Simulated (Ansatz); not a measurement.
**Co: 5 runs along one coordinate**

System: Co (Fd-3m, 2 atoms in the cell).
Method: DFT, LDA (PW92), plane waves (420 eV) with PAW, scalar-relativistic, no spin polarisation (Ansatz 0.2.0).

The 5 runs differ only in the geometry, by an even scaling of the cell at fixed fractional positions.

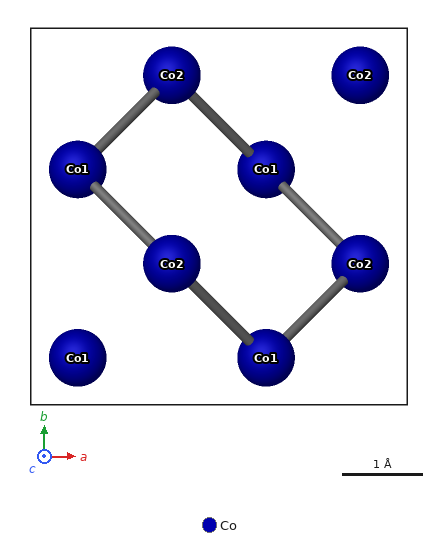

Figure 1. The structure of run 3 (ball-and-stick view of the cell 4 times as large as that of the calculation, set on its symmetry axes, along the c axis; atoms are numbered from 1 in the order of the input).

**Input of run 3**
```yaml
crystal:
  lattice:
    - [0.0, 2.3645388725, 2.3645388725]
    - [2.3645388725, 0.0, 2.3645388725]
    - [2.3645388725, 2.3645388725, 0.0]
  atoms:
    - { symbol: Co, position: [0.125, 0.125, 0.125] }
    - { symbol: Co, position: [0.875, 0.875, 0.875] }
hamiltonian:
  xc: lda
  pseudopotentials:
    kind: paw
    azcp:
      Co: "pseudopotentials/Co.paw.azcp"
basis:
  ecutwfc: 420
  fft_grid_basis: typed
kpoints:
  mp_grid: { grid: [13, 13, 13], shift: [0, 0, 0] }
magnetization:
  spin_polarized: false
scf:
  occupations: { method: fermi_dirac, width: 0.1 }
  lower_state_search: "off"
output:
  stress: true
```

Command:
```bash
ansatz run input.yaml --threads 2 --pin off --max-ram 5120MiB --backend cpu --events-out ev --progress --plain --runs-dir out
```

Lattice vectors (Å) and fractional positions of run 3:
```
   0.000000    2.364539    2.364539
   2.364539    0.000000    2.364539
   2.364539    2.364539    0.000000
Co  0.125000  0.125000  0.125000
Co  0.875000  0.875000  0.875000
```

Run 4 differs from it as follows:
```diff
-    - [0.0, 2.3645388725, 2.3645388725]
-    - [2.3645388725, 0.0, 2.3645388725]
-    - [2.3645388725, 2.3645388725, 0.0]
+    - [0.0, 2.3969338415, 2.3969338415]
+    - [2.3969338415, 0.0, 2.3969338415]
+    - [2.3969338415, 2.3969338415, 0.0]
```

**Results, with one run withheld**

| run | volume per atom (Å³) | free energy per atom, from the lowest run given (meV) | pressure (GPa) |
| --- | --- | --- | --- |
| 1 | 12.119 | 117.31 | 28.33 |
| 2 | 12.669 | 40.74 | 16.67 |
| 3 | 13.220 | 0.00 | 7.38 |
| 4 | 13.771 | ? | ? |
| 5 | 15.424 | 70.85 | −14.42 |

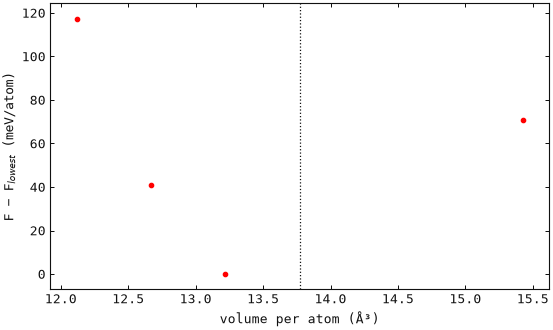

Figure 2. Free energy per atom of the runs given; the dotted line marks run 4.

What should run 4 give?

A quadratic polynomial in V^(−2/3) (the Birch–Murnaghan form), fitted to the 4 runs given, misses them by at most 0.40 meV per atom. With x = V^(−2/3) − 0.17845 Å⁻², it reads F = −2.3408 + 4845.2 x + 5.3543e+05 x² (meV per atom). At run 4 it gives −13.29 meV per atom, and the run itself gives −12.13. The slope of the fit gives a pressure −dF/dV of 0.19 GPa there, and the run prints −0.04 GPa. The two needn't agree exactly: the fit is approximate, and the printed stress is taken on a finite basis. The fit has its minimum at 13.787 Å³ per atom, where V d²F/dV² gives 167 GPa: the bulk modulus at this level, since symmetry fixes the shape and the positions. So low a polynomial doesn't follow these energies more closely.

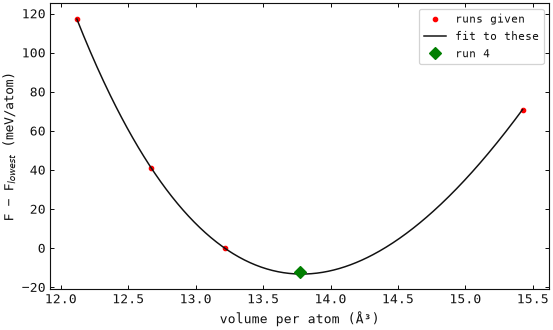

Figure 3. The fit and the withheld run.

**Output, shortened to warnings, some set-up lines, iterations and results (run 4)**
```
Warning: [file] the record states the generating functional pbe (its physics header spells it `PBE`), which answers neither for hamiltonian.xc's functional nor for the lda family's — results may be inconsistent (PPs are generated against a specific XC)
Basis set: ecut = 420 eV, 537 PW (Γ)
Symmetry: 48 space group operations
k-points: 84 of 2197
Initial density: superposition of atomic densities (neutral atoms: chi_scale 0, normalization atom), corrected by the library's trained network
[...]
SCF iter   1: F=—  HF=-10122.816367 eV  |F-HF|=—  |Δ(HF+E_count)|=         —  Δρ=8.65e-3  dr2=5.75e-3  ethr=1.77e-3  ⟨swp⟩=5.8  Hψ=6845  notcnv=0
SCF iter   2: F=—  HF=-10122.816153 eV  |F-HF|=—  |Δ(HF+E_count)|=   2.14e-4  Δρ=3.64e-3  dr2=1.92e-3  ethr=1.69e-5  ⟨swp⟩=2.1  Hψ=3422  notcnv=0
SCF iter   3: F=—  HF=-10122.816009 eV  |F-HF|=—  |Δ(HF+E_count)|=   1.44e-4  Δρ=1.48e-3  dr2=4.28e-4  ethr=5.64e-6  ⟨swp⟩=1.0  Hψ=1799  notcnv=0
SCF iter   4: F=—  HF=-10122.815942 eV  |F-HF|=—  |Δ(HF+E_count)|=   6.70e-5  Δρ=2.91e-4  dr2=2.26e-5  ethr=1.26e-6  ⟨swp⟩=2.5  Hψ=2915  notcnv=0
SCF iter   5: F=—  HF=-10122.815927 eV  |F-HF|=—  |Δ(HF+E_count)|=   1.44e-5  Δρ=8.20e-5  dr2=2.53e-6  ethr=6.65e-8  ⟨swp⟩=1.0  Hψ=1777  notcnv=0
SCF iter   6: F=-10122.815927 eV  HF=-10122.815927 eV  |F-HF|=1.87e-8  |Δ(HF+E_count)|=   2.40e-7  Δρ=1.34e-5  dr2=2.60e-8  ethr=2.94e-10  ⟨swp⟩=3.7  Hψ=7789  notcnv=0
SCF 1 converged in 6 iterations: F = -10122.815927 eV  dr2 = 2.60e-8
SCF converged after 6 iterations
Free energy (F): -10122.815927 eV
Harris-Foulkes:  -10122.815927 eV  (|F-HF|=1.87e-8)
Internal energy: -10122.690230 eV  (E = F + TS)
E sigma→0 (E₀):  -10122.753079 eV
Entropy (-TS):   -0.125697 eV (-62.848 meV/atom)
Fermi energy:    13.453281 eV
--- Per-component energies (eV) ---
  E_band       = -666.061606
  E_kinetic    = 916.523581
  E_local      = -7017.168275  (includes V_loc(G=0)·N_el)
  E_nonlocal   = 923.991745
  E_hartree    = 2955.731977
  E_xc         = -314.653131
  E_vxc        = -408.478161  (∫ρ·V_xc dr)
  E_paw        = -2911.739594  (= ΣΔE_a)
  E_vpaw       = -992.392661  (= ΣTr[D̂ρ^β])
  E_aug_tail   = 0.000060  (compensation charges beyond the density's cutoff)
  E_ewald      = -4676.213093
  E_core_change = 0.836501  (= ΣΔE_core)
  E_smearing   = -0.125697  (= −TS)
  E_closure    = -0.000000  (closes the sum)
  Σ components = -10122.815927   (vs F -10122.815927, Δ=0.00e0)
--- Stress (GPa, compression-positive) ---
       -0.039220       0.000000      -0.000000
        0.000000      -0.039220      -0.000000
        0.000000       0.000000      -0.039220
  P = ⅓ Tr σ = -0.0392 GPa (-0.392 kbar)
```

Warnings of the run: the PAW datasets were made with another functional. The run has no spin polarisation, so a magnetic state may lie lower.
